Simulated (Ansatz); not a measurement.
Run report: Ru, geometry relaxation (part 1 of 2)

The run: geometry relaxation of Ru (slab, 12 atoms in the cell). Method and program: DFT PBE+D3(BJ), scalar-relativistic, plane waves, PAW, no spin polarisation (Ansatz 0.2.0).

The structure derives from an entry of the Crystallography Open Database. The input holds or restrains some coordinates. Forces given for the steps count only the free coordinates.

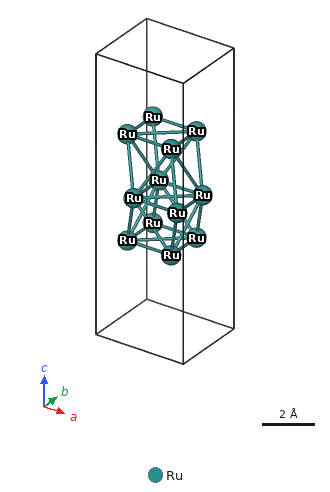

Fig. 1: The structure as given in the input (ball-and-stick view of the cell of the calculation, with the vacuum cut short, seen slightly off an axis). An atom can appear more than once, as a periodic image. Near neighbours in the periodic cell (some may lie outside the picture): Ru has 9 Ru at 2.64 to 2.70 Å; Ru has 12 Ru at 2.64 to 2.70 Å.

Input file:
```yaml
crystal:
  lattice:
    - [5.3951895545, 0.0, 0.0]
    - [-2.6975947773, 4.6723712124, 0.0]
    - [0.0, 0.0, 21.2658179923]
  atoms:
    - { symbol: Ru, position: [0.1666666667, 0.3333333333, 0.399702471] }
    - { symbol: Ru, position: [0.1666666667, 0.8333333333, 0.399702471] }
    - { symbol: Ru, position: [0.6666666667, 0.3333333333, 0.399702471] }
    - { symbol: Ru, position: [0.6666666667, 0.8333333333, 0.399702471] }
    - { symbol: Ru, position: [0.3333333333, 0.1666666667, 0.5] }
    - { symbol: Ru, position: [0.3333333333, 0.6666666667, 0.5] }
    - { symbol: Ru, position: [0.8333333333, 0.1666666667, 0.5] }
    - { symbol: Ru, position: [0.8333333333, 0.6666666667, 0.5] }
    - { symbol: Ru, position: [0.1666666667, 0.3333333333, 0.600297529] }
    - { symbol: Ru, position: [0.1666666667, 0.8333333333, 0.600297529] }
    - { symbol: Ru, position: [0.6666666667, 0.3333333333, 0.600297529] }
    - { symbol: Ru, position: [0.6666666667, 0.8333333333, 0.600297529] }
basis:
  ecutwfc: 420
kpoints:
  mp_grid: { grid: [6, 6, 1] }
hamiltonian:
  xc: pbe
  dispersion: d3bj
scf:
  occupations: { method: gaussian, width: 0.1 }
output:
  forces: true
  eigenvalues: true
  write_density: true
  write_potential: true
  elf: true
  volumetric_format: npy
relax:
  adjacent_minimum: "off"
  f_tol: 0.03
  max_steps: 70
  constraints: [{ sites: [0, 1, 2, 3] }]
efield:
  axis: 3
  dipole_correction: true
```

Run on 2 threads of Intel Xeon @ 2.50GHz (Skylake/Cascade Lake), 64 GiB of memory available, shared host.

Launch command:
```bash
ansatz run input.yaml --threads 2 --pin off --max-ram 5120MiB --backend cpu --events-out ev --progress --plain --runs-dir out
```

Log:
```
Engine: ansatz 0.2.0, x86_64-unknown-linux-gnu
Pseudopotentials: kind: paw
Pseudopotential: Ru, paw, valence charge 16, recommended cutoff 420 eV (normal), Ru.paw.azcp
Functional definition: PBE
  parameter kappa = 0.804
  parameter beta = 0.06672455060314922
  exchange = pbe_x(kappa = kappa, mu = beta*pi^2/3)
  correlation = pbe_c(beta = beta)
Crystal: 12 atoms, lattice volume = 536.076 Å³
Basis set: ecut = 420 eV, 10385 PW (Γ), exchange–correlation on 80×80×288 points (8 copies of the dense FFT grid, shifted against one another)
Bands: 116, of which v1, the nominal top of the filled ones, is band 96 counted from 1 (95 counted from 0)
Symmetry: 24 space group operations
k-points: 7 of 36 (time reversal used)
Non-local potential: Ru, projectors of the file, l = 0: 3, l = 1: 2, l = 2: 2, l = 3: 1
PAW form: soft (Blöchl's): semilocal exchange-correlation on the pseudo side does not see the compensation charge
PAW one-centre angular grid: Ru, 590 points (default); XC on 64 Gauss nodes
Initial density: superposition of atomic densities (neutral atoms: chi_scale 0, normalization atom), corrected by the library's trained network
Initial wavefunctions: pseudopotential atomic-orbital guess
Functional: x = pbe(κ = 0.804, μ = 0.2195149727645171), c = pbe(β = 0.06672455060314922)
SCF iter   1: F=—  HF=-70541.147665 eV  |F-HF|=—  |Δ(HF+E_count)|=         —  Δρ=7.82e-3  dr2=5.44e-1  ethr=1.77e-3  p=0.000 e·Å  D=1.84e-14 V/Å  ΔV_dip=-0.00 eV  dr2_dipole=1.25e-6  V_vac-E_F(+/−)=4.65/4.65 eV  ⟨swp⟩=8.4  Hψ=3422  notcnv=0
efield: sawtooth ramp at fractional position 0.9500 (placed from the atoms, in the widest stretch of the axis that holds none; the zero of the levels goes with the place), width 0.1000; the density the first Hamiltonian is built on has a dipole p = 0.000 e·Å; the dipole correction subtracts the counter field D = 1.84e-14 V/Å, which shifts the + side's vacuum level by -0.00 eV against the − side's; the planar-averaged density in the ramp window peaks in size at 6.6e-6 e/Å³
preconditioner: auto → LDOS  [insulator: Δε(μ)=0.124 eV  Ē_g=4.230 eV  σ=0.100 eV  W_gap=0.61  n_scr=92 (ndim 8)  ℏωp=15.7 eV  f_vac=0.618  D(μ)=6.52/eV (n_scr^D=40)  ε∞_Penn≈14.8  β→1.0]
SCF iter   2: F=—  HF=-70541.200927 eV  |F-HF|=—  |Δ(HF+E_count)|=   5.33e-2  Δρ=9.21e-3  dr2=1.18e0  ethr=2.83e-4  p=-0.000 e·Å  D=-2.40e-5 V/Å  ΔV_dip=0.00 eV  dr2_dipole=3.33e-6  V_vac-E_F(+/−)=4.84/4.84 eV  ⟨swp⟩=2.1  Hψ=1428  notcnv=0  defer=42
SCF iter   3: F=—  HF=-70541.127439 eV  |F-HF|=—  |Δ(HF+E_count)|=   7.35e-2  Δρ=1.60e-3  dr2=2.55e-2  ethr=2.83e-4  p=-0.000 e·Å  D=-1.65e-5 V/Å  ΔV_dip=0.00 eV  dr2_dipole=4.14e-8  V_vac-E_F(+/−)=4.87/4.87 eV  ⟨swp⟩=2.0  Hψ=1154  notcnv=0  defer=42
SCF iter   4: F=—  HF=-70541.126516 eV  |F-HF|=—  |Δ(HF+E_count)|=   9.23e-4  Δρ=3.77e-4  dr2=2.91e-3  ethr=1.33e-5  p=-0.000 e·Å  D=-7.22e-6 V/Å  ΔV_dip=0.00 eV  dr2_dipole=8.92e-8  V_vac-E_F(+/−)=4.92/4.92 eV  ⟨swp⟩=2.0  Hψ=1154  notcnv=0  defer=24
SCF iter   5: F=—  HF=-70541.127297 eV  |F-HF|=—  |Δ(HF+E_count)|=   7.81e-4  Δρ=1.54e-4  dr2=2.75e-4  ethr=1.52e-6  p=-0.000 e·Å  D=-4.84e-6 V/Å  ΔV_dip=0.00 eV  dr2_dipole=2.74e-7  V_vac-E_F(+/−)=4.96/4.96 eV  ⟨swp⟩=2.0  Hψ=1054  notcnv=0  defer=13
SCF iter   6: F=—  HF=-70541.127310 eV  |F-HF|=—  |Δ(HF+E_count)|=   1.38e-5  Δρ=5.87e-5  dr2=5.11e-5  ethr=1.43e-7  p=-0.000 e·Å  D=-6.54e-7 V/Å  ΔV_dip=0.00 eV  dr2_dipole=1.83e-6  V_vac-E_F(+/−)=4.98/4.98 eV  ⟨swp⟩=2.1  Hψ=1098  notcnv=0  defer=13
SCF iter   7: F=—  HF=-70541.127309 eV  |F-HF|=—  |Δ(HF+E_count)|=   1.79e-6  Δρ=3.28e-5  dr2=3.70e-5  ethr=1.17e-8  p=-0.000 e·Å  D=-3.88e-6 V/Å  ΔV_dip=0.00 eV  dr2_dipole=8.41e-6  V_vac-E_F(+/−)=4.99/4.99 eV  ⟨swp⟩=20.7  Hψ=9167  notcnv=0
SCF iter   8: F=-70541.127307 eV  HF=-70541.127307 eV  |F-HF|=6.82e-7  |Δ(HF+E_count)|=   1.37e-6  Δρ=1.12e-5  dr2=2.88e-6  ethr=1.17e-8  p=-0.000 e·Å  D=-2.77e-8 V/Å  ΔV_dip=0.00 eV  dr2_dipole=5.95e-7  V_vac-E_F(+/−)=4.99/4.99 eV  ⟨swp⟩=12.1  Hψ=6959  notcnv=0
SCF 1 converged in 8 iterations: F = -70541.127307 eV  dr2 = 2.88e-6
  greatest PAW one-centre occupation: 0.998 electrons in one spin orbital (limit 2), on the Ru atom at site 3 (counted from 0), in its partial waves of l = 0
relax step   1: F+E_penalty+E_count = -70541.12730656 eV  Δ(F+E_penalty+E_count) = +0.000e0 eV  max|allowed force component| = 8.095e-1 eV/Å  Δτ_max = 0.0000 Å  (8 SCF iters, dr2 threshold 2.25e-5 eV, accepted)
Initial density: handed on by an earlier stage of this run
Initial wavefunctions: those handed on with the density
SCF iter   1: F=—  HF=-70541.527374 eV  |F-HF|=—  |Δ(HF+E_count)|=         —  Δρ=1.69e-2  dr2=6.98e0  ethr=3.10e-3  p=-0.000 e·Å  D=-4.50e-7 V/Å  ΔV_dip=0.00 eV  dr2_dipole=1.61e0  V_vac-E_F(+/−)=4.91/4.91 eV  ⟨swp⟩=4.7  Hψ=1807  notcnv=0  defer=38
efield: sawtooth ramp at fractional position 0.9500 (handed on by an earlier solve), width 0.1000; the density the first Hamiltonian is built on has a dipole p = -0.000 e·Å; the dipole correction subtracts the counter field D = -4.50e-7 V/Å, which shifts the + side's vacuum level by +0.00 eV against the − side's; the planar-averaged density in the ramp window peaks in size at 2.4e-6 e/Å³
preconditioner: auto → LDOS  [metal: Δε(μ)=0.032 eV  Ē_g=4.480 eV  σ=0.100 eV  W_gap=0.18  n_scr=92 (ndim 8)  ℏωp=15.7 eV  f_vac=0.627  D(μ)=8.08/eV (n_scr^D=52)  β→1.0]
SCF iter   2: F=—  HF=-70541.673168 eV  |F-HF|=—  |Δ(HF+E_count)|=   1.46e-1  Δρ=2.26e-2  dr2=1.23e1  ethr=3.10e-3  p=-0.010 e·Å  D=-3.21e-3 V/Å  ΔV_dip=0.07 eV  dr2_dipole=2.54e0  V_vac-E_F(+/−)=5.05/4.98 eV  ⟨swp⟩=2.1  Hψ=1212  notcnv=0  defer=60
SCF iter   3: F=—  HF=-70541.270869 eV  |F-HF|=—  |Δ(HF+E_count)|=   4.02e-1  Δρ=1.91e-3  dr2=1.16e-2  ethr=3.10e-3  p=0.002 e·Å  D=8.33e-4 V/Å  ΔV_dip=-0.02 eV  dr2_dipole=2.16e-4  V_vac-E_F(+/−)=4.94/4.96 eV  ⟨swp⟩=2.3  Hψ=1277  notcnv=0  defer=43
SCF iter   4: F=—  HF=-70541.259163 eV  |F-HF|=—  |Δ(HF+E_count)|=   1.17e-2  Δρ=1.24e-3  dr2=2.83e-2  ethr=6.06e-6  p=-0.001 e·Å  D=-4.30e-4 V/Å  ΔV_dip=0.01 eV  dr2_dipole=2.42e-3  V_vac-E_F(+/−)=4.96/4.95 eV  ⟨swp⟩=3.1  Hψ=1912  notcnv=0  defer=48
SCF iter   5: F=—  HF=-70541.258190 eV  |F-HF|=—  |Δ(HF+E_count)|=   9.74e-4  Δρ=4.37e-4  dr2=1.84e-3  ethr=6.06e-6  p=0.001 e·Å  D=2.35e-4 V/Å  ΔV_dip=-0.01 eV  dr2_dipole=2.18e-5  V_vac-E_F(+/−)=4.95/4.95 eV  ⟨swp⟩=2.0  Hψ=1114  notcnv=0  defer=48
SCF iter   6: F=—  HF=-70541.257953 eV  |F-HF|=—  |Δ(HF+E_count)|=   2.37e-4  Δρ=1.50e-4  dr2=1.59e-4  ethr=9.58e-7  p=0.001 e·Å  D=2.44e-4 V/Å  ΔV_dip=-0.01 eV  dr2_dipole=3.39e-6  V_vac-E_F(+/−)=4.94/4.95 eV  ⟨swp⟩=3.6  Hψ=1621  notcnv=0  defer=48
SCF iter   7: F=—  HF=-70541.258009 eV  |F-HF|=—  |Δ(HF+E_count)|=   5.61e-5  Δρ=6.11e-5  dr2=7.69e-5  ethr=8.26e-8  p=0.001 e·Å  D=4.08e-4 V/Å  ΔV_dip=-0.01 eV  dr2_dipole=1.41e-5  V_vac-E_F(+/−)=4.94/4.95 eV  ⟨swp⟩=2.7  Hψ=1168  notcnv=0  defer=48
SCF iter   8: F=-70541.258010 eV  HF=-70541.258012 eV  |F-HF|=1.68e-6  |Δ(HF+E_count)|=   2.96e-6  Δρ=2.24e-5  dr2=4.15e-6  ethr=2.13e-8  p=0.001 e·Å  D=4.51e-4 V/Å  ΔV_dip=-0.01 eV  dr2_dipole=6.19e-7  V_vac-E_F(+/−)=4.94/4.95 eV  ⟨swp⟩=22.7  Hψ=8405  notcnv=0
SCF 2 converged in 8 iterations: F = -70541.258010 eV  dr2 = 4.15e-6
  Residual-converged pass: ⟨swp⟩=1.0  Hψ=840  notcnv=0  max |occ|·‖R‖ = 7.1e-9 eV (tolerance 1.0e-8 eV)  dr2=4.15e-6  dr2_onsite=8.74e-8  max |Δocc| = 2.5e-10
  greatest PAW one-centre occupation: 0.998 electrons in one spin orbital (limit 2), on the Ru atom at site 11 (counted from 0), in its partial waves of l = 0
relax step   2: F+E_penalty+E_count = -70541.25801033 eV  Δ(F+E_penalty+E_count) = -1.307e-1 eV  max|allowed force component| = 6.182e-1 eV/Å  Δτ_max = 0.1952 Å  (8 SCF iters, dr2 threshold 4.10e-5 eV, accepted)
iter 1 solved again at ethr=3.42e-4 eV; its pass at ethr=3.10e-3 eV (dr2=6.57e-1 eV) is discarded
SCF iter   1: F=—  HF=-70541.363061 eV  |F-HF|=—  |Δ(HF+E_count)|=         —  Δρ=5.49e-3  dr2=6.74e-1  ethr=3.42e-4  p=0.001 e·Å  D=4.51e-4 V/Å  ΔV_dip=-0.01 eV  dr2_dipole=1.45e-1  V_vac-E_F(+/−)=4.95/4.96 eV  ⟨swp⟩=2.0  Hψ=2352  notcnv=0  defer=31
efield: sawtooth ramp at fractional position 0.9500 (handed on by an earlier solve), width 0.1000; the density the first Hamiltonian is built on has a dipole p = 0.001 e·Å; the dipole correction subtracts the counter field D = 4.51e-4 V/Å, which shifts the + side's vacuum level by -0.01 eV against the − side's; the planar-averaged density in the ramp window peaks in size at 3.0e-6 e/Å³
preconditioner: auto → LDOS  [metal: Δε(μ)=0.042 eV  Ē_g=4.382 eV  σ=0.100 eV  W_gap=0.23  n_scr=92 (ndim 8)  ℏωp=15.7 eV  f_vac=0.625  D(μ)=8.29/eV (n_scr^D=52)  β→1.0]
SCF iter   2: F=—  HF=-70541.371966 eV  |F-HF|=—  |Δ(HF+E_count)|=   8.90e-3  Δρ=7.25e-3  dr2=1.28e0  ethr=3.42e-4  p=0.005 e·Å  D=1.57e-3 V/Å  ΔV_dip=-0.03 eV  dr2_dipole=2.64e-1  V_vac-E_F(+/−)=4.93/4.96 eV  ⟨swp⟩=2.0  Hψ=1103  notcnv=0  defer=31
SCF iter   3: F=—  HF=-70541.336817 eV  |F-HF|=—  |Δ(HF+E_count)|=   3.51e-2  Δρ=1.56e-3  dr2=6.74e-2  ethr=3.42e-4  p=0.000 e·Å  D=3.95e-5 V/Å  ΔV_dip=-0.00 eV  dr2_dipole=1.50e-2  V_vac-E_F(+/−)=4.95/4.95 eV  ⟨swp⟩=2.0  Hψ=1038  notcnv=0  defer=31
SCF iter   4: F=—  HF=-70541.334167 eV  |F-HF|=—  |Δ(HF+E_count)|=   2.65e-3  Δρ=3.83e-4  dr2=2.01e-3  ethr=3.51e-5  p=0.001 e·Å  D=4.44e-4 V/Å  ΔV_dip=-0.01 eV  dr2_dipole=1.08e-8  V_vac-E_F(+/−)=4.95/4.96 eV  ⟨swp⟩=2.0  Hψ=1110  notcnv=0  defer=31
SCF iter   5: F=—  HF=-70541.334968 eV  |F-HF|=—  |Δ(HF+E_count)|=   8.00e-4  Δρ=1.09e-4  dr2=1.46e-4  ethr=1.05e-6  p=0.001 e·Å  D=3.22e-4 V/Å  ΔV_dip=-0.01 eV  dr2_dipole=3.40e-5  V_vac-E_F(+/−)=4.95/4.96 eV  ⟨swp⟩=2.1  Hψ=1142  notcnv=0  defer=31
SCF iter   6: F=—  HF=-70541.335023 eV  |F-HF|=—  |Δ(HF+E_count)|=   5.51e-5  Δρ=4.14e-5  dr2=2.39e-5  ethr=7.59e-8  p=0.001 e·Å  D=2.63e-4 V/Å  ΔV_dip=-0.01 eV  dr2_dipole=6.79e-6  V_vac-E_F(+/−)=4.95/4.96 eV  ⟨swp⟩=2.7  Hψ=1206  notcnv=0  defer=31
SCF iter   7: F=-70541.335030 eV  HF=-70541.335039 eV  |F-HF|=8.85e-6  |Δ(HF+E_count)|=   1.64e-5  Δρ=2.63e-5  dr2=8.85e-6  ethr=1.24e-8  p=0.001 e·Å  D=2.07e-4 V/Å  ΔV_dip=-0.00 eV  dr2_dipole=2.10e-6  V_vac-E_F(+/−)=4.95/4.96 eV  ⟨swp⟩=22.0  Hψ=8161  notcnv=0
SCF 3 converged in 7 iterations: F = -70541.335030 eV  dr2 = 8.85e-6
  Residual-converged pass: ⟨swp⟩=1.0  Hψ=840  notcnv=0  max |occ|·‖R‖ = 7.0e-9 eV (tolerance 1.0e-8 eV)  dr2=8.85e-6  dr2_onsite=1.65e-7  max |Δocc| = 8.2e-11
relax step   3: F+E_penalty+E_count = -70541.33503018 eV  Δ(F+E_penalty+E_count) = -7.702e-2 eV  max|allowed force component| = 4.944e-2 eV/Å  Δτ_max = 0.0668 Å  (7 SCF iters, dr2 threshold 2.39e-5 eV, accepted)
SCF iter   1: F=—  HF=-70541.334612 eV  |F-HF|=—  |Δ(HF+E_count)|=         —  Δρ=3.17e-4  dr2=3.01e-3  ethr=1.18e-5  p=0.001 e·Å  D=2.07e-4 V/Å  ΔV_dip=-0.00 eV  dr2_dipole=7.79e-4  V_vac-E_F(+/−)=4.95/4.96 eV  ⟨swp⟩=1.9  Hψ=1052  notcnv=0  defer=4
efield: sawtooth ramp at fractional position 0.9500 (handed on by an earlier solve), width 0.1000; the density the first Hamiltonian is built on has a dipole p = 0.001 e·Å; the dipole correction subtracts the counter field D = 2.07e-4 V/Å, which shifts the + side's vacuum level by -0.00 eV against the − side's; the planar-averaged density in the ramp window peaks in size at 3.1e-6 e/Å³
preconditioner: auto → LDOS  [metal: Δε(μ)=0.052 eV  Ē_g=4.375 eV  σ=0.100 eV  W_gap=0.28  n_scr=92 (ndim 8)  ℏωp=15.7 eV  f_vac=0.625  D(μ)=7.79/eV (n_scr^D=52)  β→1.0]
SCF iter   2: F=—  HF=-70541.334679 eV  |F-HF|=—  |Δ(HF+E_count)|=   6.67e-5  Δρ=4.64e-4  dr2=5.93e-3  ethr=1.57e-6  p=0.000 e·Å  D=1.59e-4 V/Å  ΔV_dip=-0.00 eV  dr2_dipole=1.33e-3  V_vac-E_F(+/−)=4.95/4.96 eV  ⟨swp⟩=2.0  Hψ=1037  notcnv=0  defer=4
SCF iter   3: F=—  HF=-70541.334543 eV  |F-HF|=—  |Δ(HF+E_count)|=   1.36e-4  Δρ=4.13e-5  dr2=1.68e-5  ethr=1.57e-6  p=0.000 e·Å  D=9.91e-5 V/Å  ΔV_dip=-0.00 eV  dr2_dipole=3.09e-6  V_vac-E_F(+/−)=4.95/4.96 eV  ⟨swp⟩=1.4  Hψ=799  notcnv=0  defer=4
SCF iter   4: F=—  HF=-70541.335429 eV  |F-HF|=—  |Δ(HF+E_count)|=   8.86e-4  Δρ=3.12e-5  dr2=2.34e-5  ethr=8.74e-9  p=0.000 e·Å  D=9.15e-5 V/Å  ΔV_dip=-0.00 eV  dr2_dipole=1.30e-6  V_vac-E_F(+/−)=4.95/4.96 eV  ⟨swp⟩=3.0  Hψ=1447  notcnv=0  defer=4
SCF iter   5: F=—  HF=-70541.335429 eV  |F-HF|=—  |Δ(HF+E_count)|=   4.80e-7  Δρ=8.96e-6  dr2=1.21e-6  ethr=8.74e-9  p=0.000 e·Å  D=6.20e-5 V/Å  ΔV_dip=-0.00 eV  dr2_dipole=2.87e-7  V_vac-E_F(+/−)=4.95/4.96 eV  ⟨swp⟩=2.0  Hψ=1099  notcnv=0  defer=4
SCF iter   6: F=—  HF=-70541.335429 eV  |F-HF|=—  |Δ(HF+E_count)|=   6.87e-7  Δρ=4.78e-6  dr2=6.07e-7  ethr=6.33e-10  p=0.000 e·Å  D=3.48e-5 V/Å  ΔV_dip=-0.00 eV  dr2_dipole=2.55e-7  V_vac-E_F(+/−)=4.96/4.96 eV  ⟨swp⟩=2.7  Hψ=1220  notcnv=0  defer=4
SCF iter   7: F=—  HF=-70541.335429 eV  |F-HF|=—  |Δ(HF+E_count)|=   2.20e-8  Δρ=1.96e-6  dr2=1.13e-7  ethr=3.16e-10  p=0.000 e·Å  D=1.53e-5 V/Å  ΔV_dip=-0.00 eV  dr2_dipole=3.34e-8  V_vac-E_F(+/−)=4.96/4.96 eV  ⟨swp⟩=1.7  Hψ=788  notcnv=0  defer=4
SCF iter   8: F=-70541.335430 eV  HF=-70541.335430 eV  |F-HF|=4.16e-9  |Δ(HF+E_count)|=   5.37e-8  Δρ=6.75e-7  dr2=5.16e-9  ethr=5.21e-11  p=0.000 e·Å  D=7.75e-6 V/Å  ΔV_dip=-0.00 eV  dr2_dipole=1.24e-10  V_vac-E_F(+/−)=4.96/4.96 eV  ⟨swp⟩=16.0  Hψ=6277  notcnv=0
SCF 4 converged in 8 iterations: F = -70541.335430 eV  dr2 = 5.16e-9
relax step   4: F+E_penalty+E_count = -70541.33542955 eV  Δ(F+E_penalty+E_count) = -3.994e-4 eV  max|allowed force component| = 2.290e-4 eV/Å  Δτ_max = 0.0042 Å  (8 SCF iters, accepted)
```

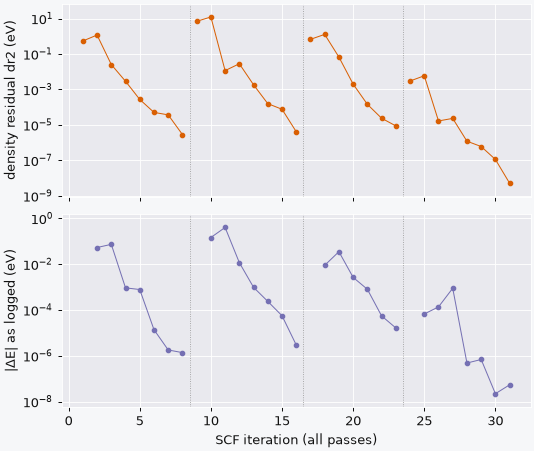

Fig. 2: Convergence of the self-consistent field: density residual dr2 and size of the energy change against the SCF iteration. The dotted lines part the SCF passes of the relaxation: geometry steps, rejected trials and re-solves on a re-selected basis. The passes take 8, 8, 7 and 8 iterations.

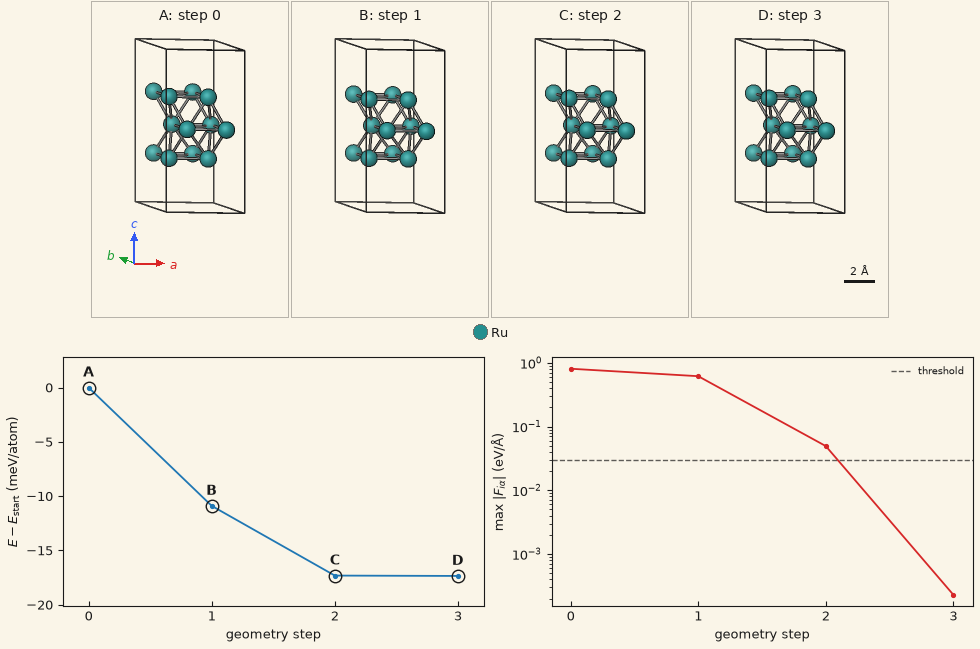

Fig. 3: Frames of the restrained relaxation (ball-and-stick view of the cell of the calculation, with the vacuum cut short, seen slightly off an axis) above the curves, on which the letters mark them (the first geometry is step 0 here and step 1 in the log).

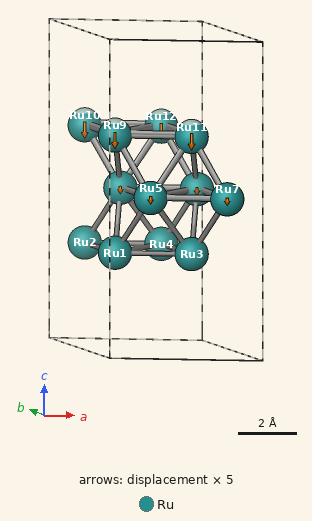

Fig. 4: Start (faint) and end (solid) with the displacements as orange arrows, magnified 5 times (ball-and-stick view of the cell of the calculation, with the vacuum cut short, seen slightly off an axis). Over 3 geometry steps the energy falls by 17.3 meV per atom. Largest force component: 0.81 eV/Å at the start, 0.00023 eV/Å at the end. The largest moves, 0.12 Å, are those of Ru9, Ru10, Ru11 and Ru12. The cell stays as it was. Among the contacts that change: Ru1–Ru5 2.641 → 2.591 Å. (Atoms are counted from 1 in the order of the input.)
